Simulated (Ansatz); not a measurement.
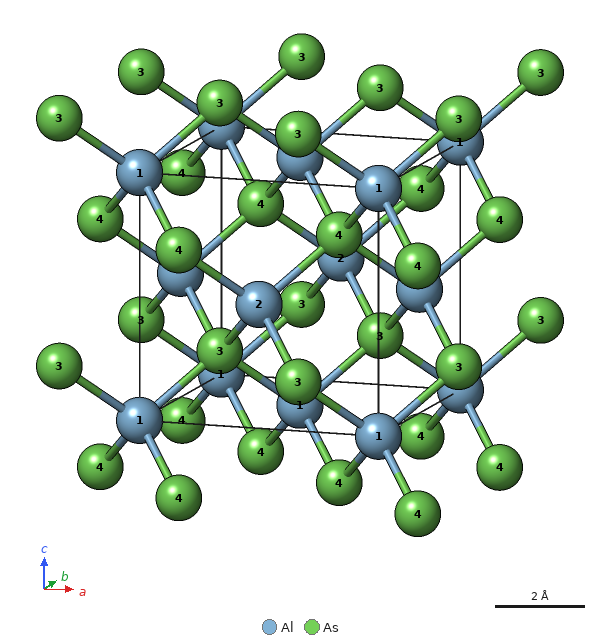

Reference structure: crystalline AlAs (set up in F-43m). Style: ball-and-stick. Shown: the conventional cell (2 times the calculation's cell), slightly off an axis. Lengths and directions refer to the drawn axes.

Computed with Ansatz 0.2.0, DFT PBE, scalar-relativistic, plane waves, PAW. Set-up: plane-wave cutoff 420 eV; k-point mesh 8 × 8 × 6; occupations gaussian; smearing width 0.02 eV; no spin polarisation.

Change: Equal strain along all axes, −6.0 %, is applied. Symmetry leaves the atoms no freedom, so this is a single point.

Predict the response.

Answer. The energy rises by 196 meV per atom. The pressure goes from 0.0 to 18.5 GPa. All forces vanish by symmetry. Some distances before and after: Al–As 2.480 → 2.331 Å. The space group stays F-43m (No. 216).

The changed structure in the same view:

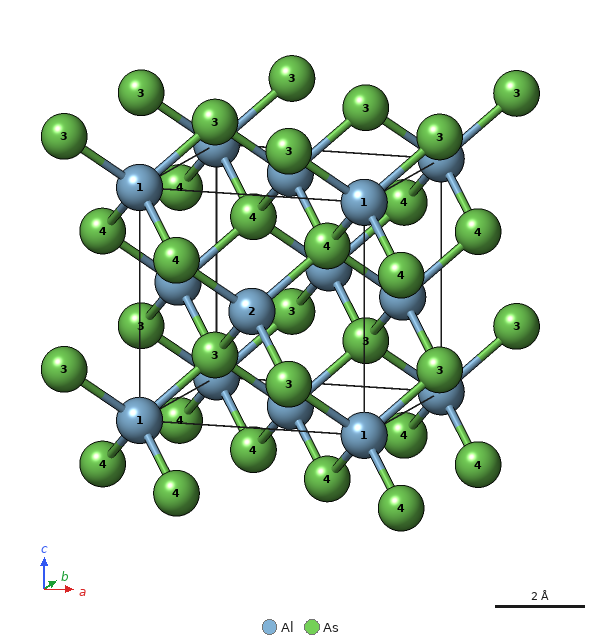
